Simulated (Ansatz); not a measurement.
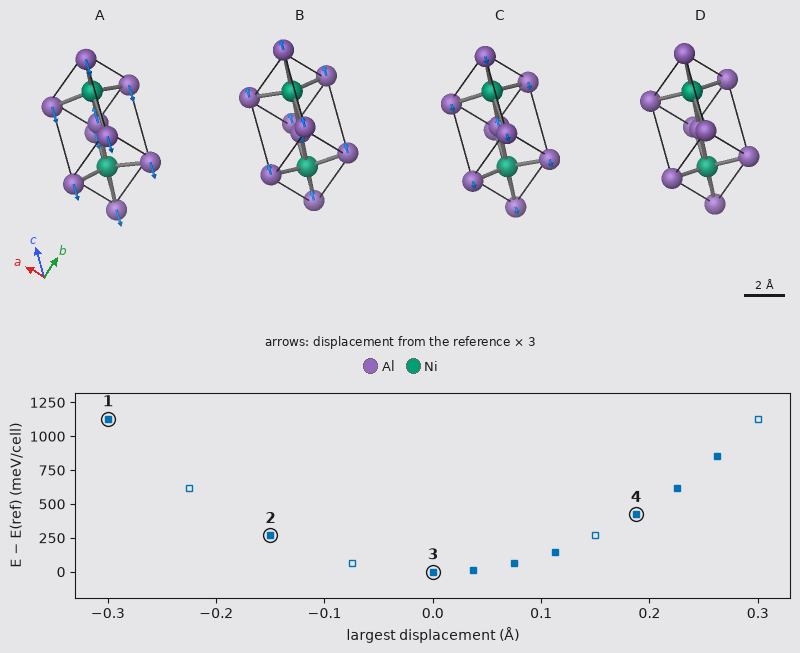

Crystalline AlNi (Pm-3m): a normal mode of wave vector (1/2, 1/2, 1/2) of the primitive cell, folded into a doubled cell, (one arbitrary combination within a set of 3 degenerate modes) is frozen in with the cell fixed, the amplitude being the largest displacement of an atom. The frames are shuffled; the numbered points of the plot belong to them. Hollow markers are points alike by symmetry, not computed again. A ball-and-stick model of the cell of the calculation, seen from a free direction. Blue arrows: displacements from the reference.

These are results of DFT PBEsol, scalar-relativistic, plane waves, PAW (Ansatz), not measurements. (plane-wave cutoff 420 eV; k-point mesh 18 × 18 × 18; occupations gaussian; smearing width 0.15 eV; no spin polarisation). Energies (free energies at the smearing named) are counted from the relaxed crystal.

Q: Which frame belongs to which numbered point?

A: Point 1 is frame A (the amplitude −0.30 Å, 1129 meV/cell); 2 is frame C (the amplitude −0.15 Å, 268 meV/cell); 3 is frame D (the amplitude 0.00 Å, 0 meV/cell); 4 is frame B (the amplitude 0.1875 Å, 423 meV/cell). The harmonic wavenumber of the mode is 343 cm⁻¹, a stable vibration. The lowest computed point lies at the amplitude 0.00 Å (0 meV/cell). The end points stand at 1129 meV/cell (−0.30 Å) and 1129 meV/cell (0.30 Å). The well is symmetric. At the highest point the shortest interatomic distance is 2.24 Å, against 2.48 Å in the reference.
